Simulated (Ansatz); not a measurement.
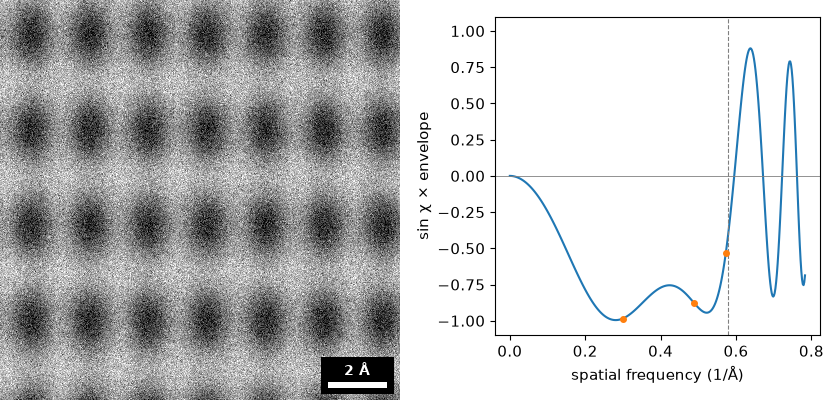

HRTEM-like image of Ti (Fd-3m, No. 227) along [211]. Simulated in the weak-phase-object approximation with neutral-atom potentials: 300 kV, Cs = 0.60 mm, defocus −412 Å (negative is underfocus), defocus spread 20 Å, aperture 0.58 1/Å. Shot noise was added. Model: the end point of a relaxation with DFT, revPBE, plane waves (420 eV) with PAW, scalar-relativistic (Ansatz); the starting structure was generated, so it need not be a known form of this composition.

The plot gives the contrast transfer function, the aperture (dashed) and the crystal's spatial frequencies that carry visible contrast (dots).

**Do the atom columns appear dark or bright, and why?**

Dark. With positive Cs and underfocus sin χ is negative over the pass band, so the strongest columns (Ti) come out darker than the background.

**What point resolution do these settings give, and which lattice spacings pass?**

About 1.7 Å (0.66 |Cs|^(1/4) λ^(3/4) with λ = 0.0197 Å). The spacings that carry visible contrast are {111} at 3.34 Å, {220} at 2.05 Å, {311} at 1.75 Å. Columns 0.84 Å apart are closer than that and merge.
